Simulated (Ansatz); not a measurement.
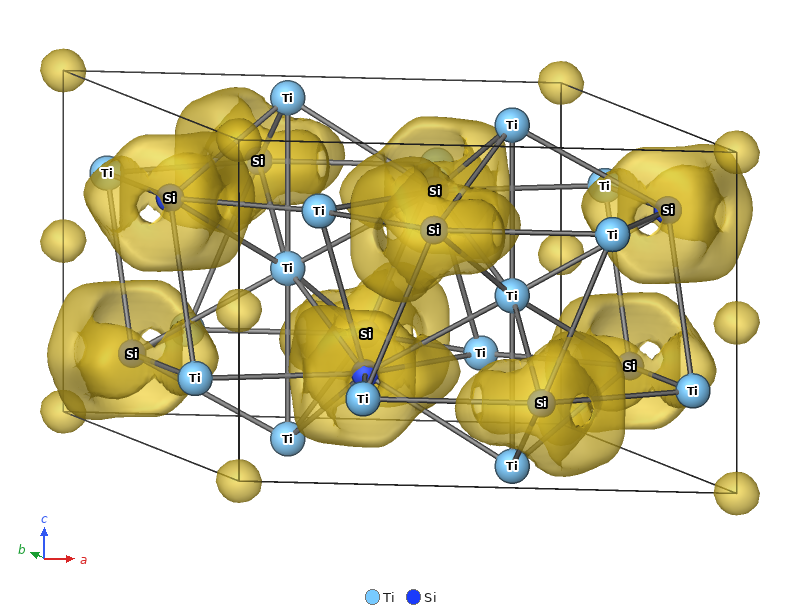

Figure. Ti$_{5}$Si$_{3}$. Isosurface of the ELF at 0.7 (yellow), seen slightly off an axis. Core shells and regions of very low density are left out. Sticks mark near contacts.

Space group P6₃/mcm; computed without spin polarisation.

These are results of DFT LDA, scalar-relativistic, plane waves, PAW (Ansatz 0.2.0), not measurements.

In a PAW calculation such maps are meaningful between the atoms, not at the nuclei.

Describe the localisation domains.

Answer. The ELF exceeds this value in six regions wrapped around Si (the valence shell of each) and two pockets between the atoms, centred on no nucleus (multi-centre or interstitial), counted in one cell of 16 atoms. Regions shared between cells count once.

Values along the shortest contacts:
Ti–Ti (2.51 Å): the ELF is about 0.20 at the midpoint (no localised pair shows between them). Ti–Si (2.52 Å): the ELF peaks at about 0.70 in the valence shell of Si, 0.9 Å from its nucleus, and is about 0.30 at the midpoint.
